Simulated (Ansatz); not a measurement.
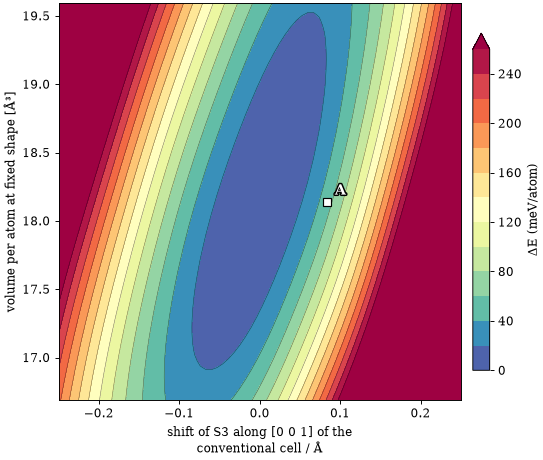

WS₂ (P6_3/mmc, No. 194; 6 atoms in the cell). The energy is mapped over a free internal coordinate and the cell. The first coordinate is: shift of S3 along [0 0 1] of the conventional cell, Cartesian (0 0 1), its symmetry partners moved as symmetry demands (measured in the relaxed cell); the second: volume per atom at fixed shape. Nothing is relaxed (all other coordinates fixed). Grid: 7 × 7 points. Points are written as (first, second). All energies are given in meV/atom relative to the lowest grid point. The band gap closes in part of the range. All numbers below come from DFT PBEsol, scalar-relativistic, plane waves, PAW (Ansatz). Settings: cutoff 420 eV, k-mesh 12×12×2 in the order of the run's cell vectors, gaussian smearing 0.05 eV, no spin polarisation.

Drawn: filled contours, one colour for all values above the top of the scale, the point A. Between grid points the surface is interpolated.

**Is A at rest? If not, where is it pushed?**

A, at (0.083 Å, 18.14 Å³), is not a stationary point. The computed force is 1300 meV/atom for each Å towards smaller values of the first coordinate and 61 meV/atom for each Å³ towards larger values of volume per atom at fixed shape.

PAW datasets: the set soft_1.
